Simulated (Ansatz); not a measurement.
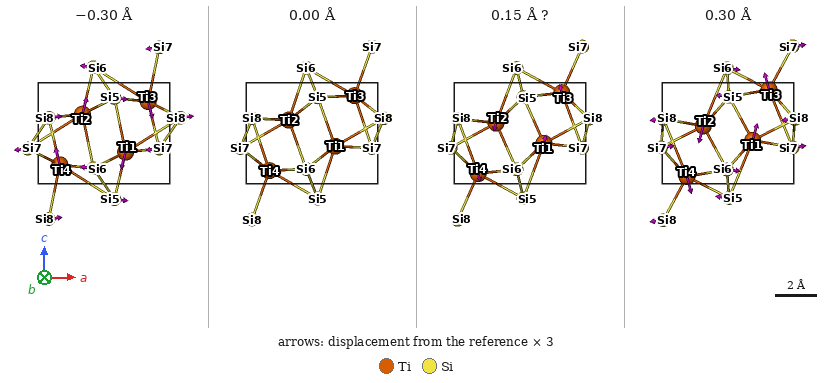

Energy scan for a crystal of TiSi (Pnma), in which a normal mode at the zone centre is frozen in with the cell fixed, the amplitude being the largest displacement of an atom. Style: ball-and-stick. Shown: the cell of the calculation, along the b axis. Purple arrows: displacements from the reference.

The calculation used Ansatz 0.2.0, DFT PBEsol, scalar-relativistic, plane waves, PAW. Set-up: plane-wave cutoff 420 eV; k-point mesh 6 × 12 × 8; occupations gaussian; smearing width 0.15 eV; no spin polarisation. Energies (free energies at the smearing named) are counted from the relaxed crystal.

| largest displacement (Å) | E − E(ref) (eV/cell) |
| --- | --- |
| −0.3000 | 2.73 |
| −0.2250 | 1.56 |
| −0.1500 | 0.70 |
| −0.0750 | 0.18 |
| 0.0000 | 0.00 |
| 0.0750 | 0.17 |
| 0.1500 | ? |
| 0.2250 | 1.63 |
| 0.2625 | 2.26 |
| 0.3000 | 3.00 |

**Fill in the missing row.**

A straight line between the two neighbours gives 0.90 eV/cell. A cubic through the four nearest rows (0.0000, 0.0750, 0.2250, 0.2625) gives, with Lagrange weights, (−0.1429)(0.00) + (0.6000)(0.17) + (1.0000)(1.63) + (−0.4571)(2.26) = 0.70 eV/cell. The calculation gives 0.71 eV/cell, so the cubic is 0.01 eV/cell too low and the straight line 0.19 eV/cell too high, as the curve bends upwards here.

The whole profile:

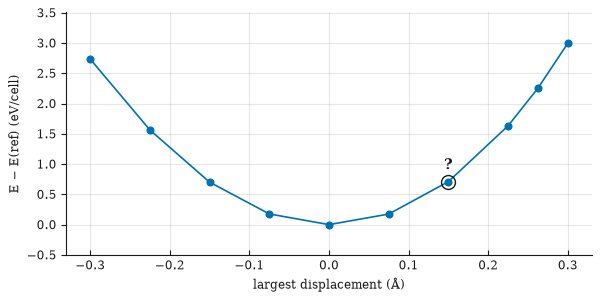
